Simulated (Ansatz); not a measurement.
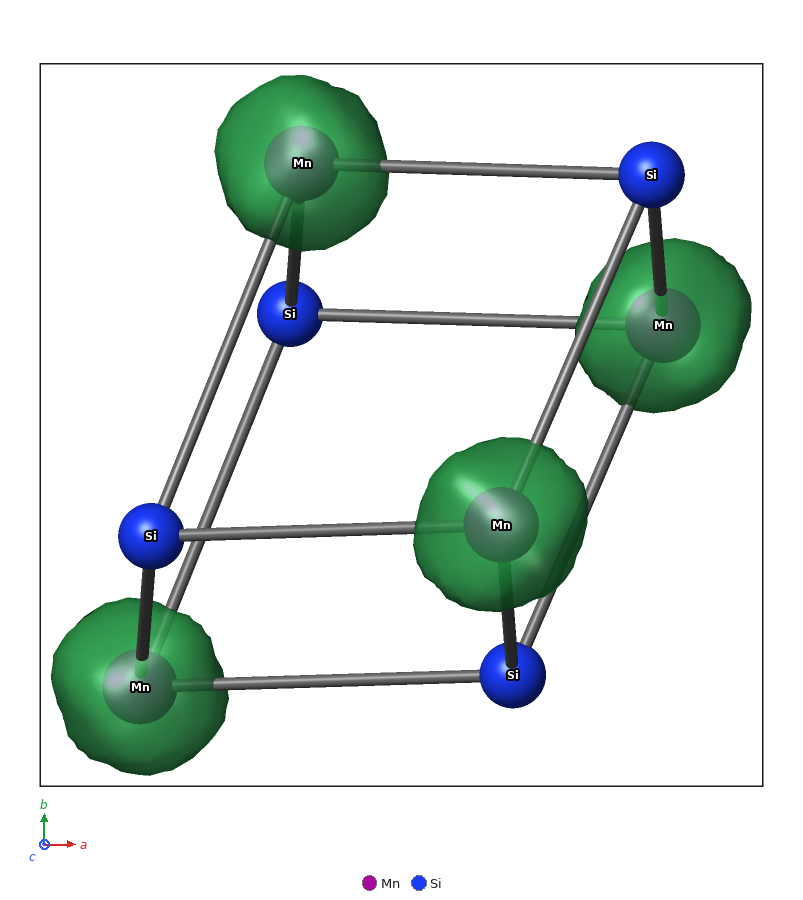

Figure 1: MnSi. Density of the Kohn–Sham states from −1.2 to 0.0 eV about the Fermi level (the filled states just under the Fermi level), scaled to one electron a cell: green surface at 0.08 1/Å³, in the conventional cell seen along the c axis.

Space group P2_13; the calculation finds a residual pressure of about −4 GPa at this fixed cell; spin-polarised. Net moment 4.0 μB in the 8-atom cell of the calculation; other magnetic orders weren't tried.

Theory: Ansatz 0.2.0, DFT PBE, scalar-relativistic, plane waves, PAW.

In a PAW calculation such maps are meaningful between the atoms, not at the nuclei.

**Which atoms and orbitals make up these states?**

Löwdin projections on the PAW files' atomic orbitals give Mn 3d (90 %). In space (atomic cells sized by Bader volumes) the density divides as Mn about 85 % and Si about 15 %. Its net spin polarisation is +17 % (up less down). Little of the density lies between the atoms' surroundings.
